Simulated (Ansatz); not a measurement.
```yaml
crystal:
  lattice:
    - [2.99466, 0.00000, 0.00000]
    - [-1.49733, 2.59345, 0.00000]
    - [0.00000, 0.00000, 20.94463]
  atoms:
    - { symbol: Ti, position: [0.00000, 0.00000, 0.00000] }
    - { symbol: Ti, position: [0.66667, 0.33333, 0.33333] }
    - { symbol: Ti, position: [0.33333, 0.66667, 0.66667] }
    - { symbol: O, position: [0.33333, 0.66667, 0.04620] }
    - { symbol: O, position: [0.00000, 0.00000, 0.37953] }
    - { symbol: O, position: [0.66667, 0.33333, 0.71287] }
    - { symbol: O, position: [0.33333, 0.66667, 0.28713] }
    - { symbol: O, position: [0.00000, 0.00000, 0.62047] }
    - { symbol: O, position: [0.66667, 0.33333, 0.95380] }
```

Space group R-3m; a structure from a database of computed crystals, not necessarily the ambient phase; not relaxed (largest force 0.4 eV/Å); computed pressure about −4 GPa in this cell.

Theory: Kohn-Sham DFT of a periodic cell, PBEsol, Ansatz PAW in Ansatz 0.2.0.

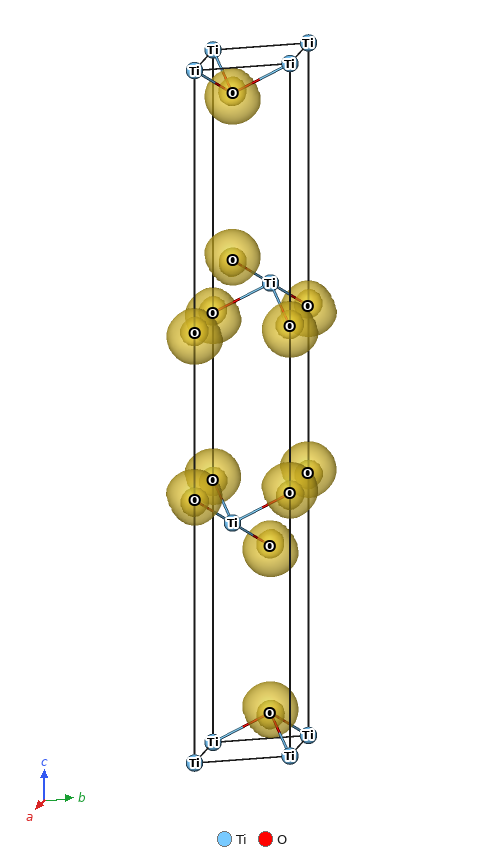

TiO2. Isosurface of the electron localisation function at 0.75 (yellow), seen slightly off an axis. Only the valence region is drawn (cores and ρ < 0.01 e/Å³ removed). Sticks mark near contacts.

In a PAW calculation such maps are meaningful between the atoms, not at the nuclei.

> What do the ELF domains correspond to?

The surface consists of six regions wrapped around O (the valence shell of each), counted in one cell of 9 atoms. Regions shared between cells count once. Profiles from the grid: Ti–O (1.98 Å): the ELF peaks at about 0.80 in the valence shell of O, 0.6 Å from its nucleus, and is about 0.20 at the midpoint (no localised pair shows between them).
